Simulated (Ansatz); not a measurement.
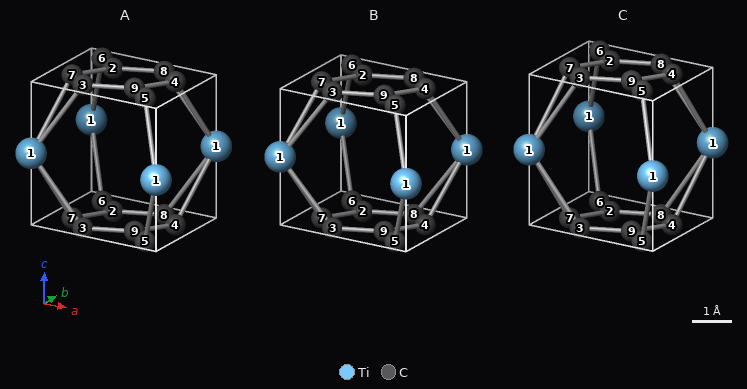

3 geometries from one relaxation of a crystal of TiC8 (a generated structure, set up in P6/mmm) (coarse preliminary run), in shuffled order. A ball-and-stick model of the cell of the calculation, seen slightly off an axis.

The calculation used DFT PBE+D3(BJ), scalar-relativistic, plane waves, PAW in Ansatz 0.2.0. Set-up: plane-wave cutoff 420 eV; k-point mesh 6 × 6 × 4; occupations gaussian; smearing width 0.1 eV; no spin polarisation; cell and atoms relaxed; force threshold 0.04 eV/Å; at most 70 steps.

**Order the frames from highest to lowest energy.**

C, A, B. They are steps 0, 1, 6, at +0.557 eV per cell of the calculation, +0.132 eV per cell of the calculation relative to the last. Over 4 accepted moves (6 points after the start) the energy falls by 0.557 eV per cell of the calculation. The largest force component goes from 0.61 to 0.00056 eV/Å. The pressure goes from 5.21 to −0.01 GPa. The SCF was repeated twice at an unchanged geometry on a basis and grid sized afresh for the cell, which shifted the energy by 6.2 meV per cell of the calculation at most. The largest moves relative to the cell, 0.013 Å, are those of C3, C4, C5, C6, C7 and C8. C8 goes along [−2 −1 0]. Ti stays in place. The drawn cell changes as follows: a = b 4.912 → 5.001 Å (+1.8 %), c 4.020 → 3.637 Å (−9.5 %); the volume changes by −6.2 %. Some distances before and after: Ti1–C3 2.460 → 2.330 Å, C3–C6 1.418 → 1.457 Å, C2–C6 1.418 → 1.430 Å. Among the angles between lasting bonds that change: Ti1–C8–Ti1 109.6° → 102.6°, Ti1–C8–C2 125.2° → 128.7°. The space group stays P6/mmm (No. 191).

Limits of the set-up: the k-point mesh is coarse for a cell with partly filled bands.
